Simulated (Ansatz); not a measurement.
System: La2O3.

Input

```
crystal:
  lattice:
    - [6.3545913321, -0.1852363373, 0.0]
    - [-3.3377150399, 5.595855693, 0.0]
    - [0.0, 0.0, 3.2787090863]
  atoms:
    - { symbol: La, position: [0.3397413085, 0.6670757841, 0.5000590277] }
    - { symbol: La, position: [0.6602586915, 0.3329242159, 0.4999409723] }
    - { symbol: O, position: [0.5, 0.5, 0.0] }
    - { symbol: O, position: [0.5, 0.0, 0.0] }
    - { symbol: O, position: [0.0, 0.5, 0.0] }
kpoints:
  mp_grid: { grid: [6, 6, 4] }
  band_path:
    path:
      - [0.0, 0.0, 0.0]
      - [0.5, 0.0, 0.0]
      - [0.3333333333, 0.3333333333, 0.0]
      - [0.0, 0.0, 0.5]
      - [0.5, 0.0, 0.5]
      - [0.3333333333, 0.3333333333, 0.5]
    npoints: 1
hamiltonian:
  xc: hse06
scf:
  occupations: { method: fixed }
  n_extra_bands: 5
output:
  forces: true
  stress: true
  eigenvalues: true
  write_density: true
  write_potential: true
  elf: true
  volumetric_format: npy
```

Run with:

```sh
ansatz run input.yaml --threads 4 --pin off --max-ram 4608MiB --backend cpu --events-out ev --progress --plain --runs-dir out
```

Below, planes, directions and counts refer to the conventional cell (a = 6.19 Å, b = 3.28 Å, c = 6.36 Å, α = 90.00°, β = 117.47°, γ = 90.00°).

Space group P2/m; started from the measured structure prototype, which need not be the ambient phase; changed on purpose from its base cell (shear xy strain -5.8%).

These are results of DFT, HSE06, plane waves, PAW in Ansatz, not measurements.

What will maps of the valence pseudo-density and electron localisation function show?

Answer. La–O (2.45 Å): ρ at the midpoint is about 0.43 e/Å³; the ELF is about 0.20 at the midpoint: a largely ionic contact.

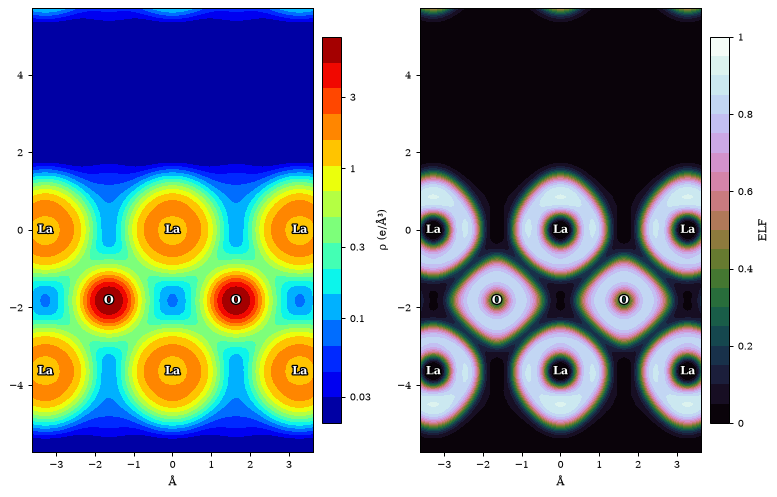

Computed valence pseudo-density and electron localisation function on the (101) plane of the conventional cell, in this order. 

Core electrons are frozen (PAW), and the valence fields are smoothed inside the atomic spheres.
